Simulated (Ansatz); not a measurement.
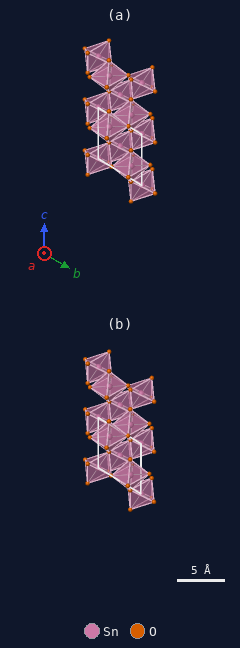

The structure of solid SnO₂ (set up in Imma) before (top) and after (bottom) a relaxation, at one scale.

Style: polyhedral. Shown: the cell of the calculation, repeated 1 × 1 × 2 with one cell outlined, along the a axis.

The run lets cell and atoms move.

Theory: Ansatz, Kohn-Sham DFT of a periodic cell, PBEsol with D3(BJ), Ansatz PAW.

The input:
```yaml
crystal:
  lattice:
    - [-3.248897, 3.41447, 3.414021]
    - [3.248897, -3.41447, 3.414021]
    - [3.248897, 3.41447, -3.414021]
  atoms:
    - { symbol: Sn, position: [0.5, 0.0, 0.0] }
    - { symbol: Sn, position: [0.5, 0.5, 0.5] }
    - { symbol: Sn, position: [0.003599, 0.753599, 0.25] }
    - { symbol: Sn, position: [0.996401, 0.246401, 0.75] }
    - { symbol: O, position: [0.806496, 0.803774, 0.497278] }
    - { symbol: O, position: [0.806496, 0.309218, 0.002722] }
    - { symbol: O, position: [0.302435, 0.24594, 0.056495] }
    - { symbol: O, position: [0.689445, 0.24594, 0.443505] }
    - { symbol: O, position: [0.310555, 0.75406, 0.556495] }
    - { symbol: O, position: [0.193504, 0.690782, 0.997278] }
    - { symbol: O, position: [0.697565, 0.75406, 0.943505] }
    - { symbol: O, position: [0.193504, 0.196226, 0.502722] }
hamiltonian:
  xc: pbesol
  pseudopotentials: { kind: paw }
  dispersion: d3bj
kpoints:
  mp_grid: { grid: [6, 6, 6] }
scf:
  occupations: { method: fermi_dirac, width: 0.05 }
output:
  forces: true
  stress: true
  eigenvalues: true
  write_density: true
  write_potential: true
  elf: true
  volumetric_format: npy
relax:
  f_tol: 0.01
  max_steps: 40
  cell: { stress_tol: 0.05 }
```

Launched with:
```bash
ansatz run input.yaml --threads 4 --pin off --max-ram 11264MiB --backend cpu --events-out ev --progress --plain --runs-dir out
```

Describe what moved and what it gained.

The largest moves relative to the cell, 0.027 Å, are those of O atoms. By element the largest moves are O 0.027 Å, Sn 0.024 Å. Cell: a = b = c 5.820 → 5.724 Å (−1.6 %), α 112.1° → 111.9°. Volume −4.8 %. Some distances before and after: O–Sn 2.093 → 2.053 Å. Within 0.06 Å the space group is P4_2/mnm at the start and P4_2/mnm at the end; at a tighter tolerance small leftover displacements or strains of the cell lower it. After 5 accepted moves (7 points after the start) the energy has fallen by 0.214 eV per cell of the calculation. Largest force component: 0.092 eV/Å at the start, 0.00033 eV/Å at the end. Pressure: −8.92 GPa at the start and −0.01 GPa at the end. At 2 points the geometry stayed and the basis and grid were re-selected for the new cell (energy shift of 30.9 meV per cell of the calculation at most each time). The run took 57 s on 4 threads of Arm Neoverse V2 (shared host), peak memory 0.76 GiB.
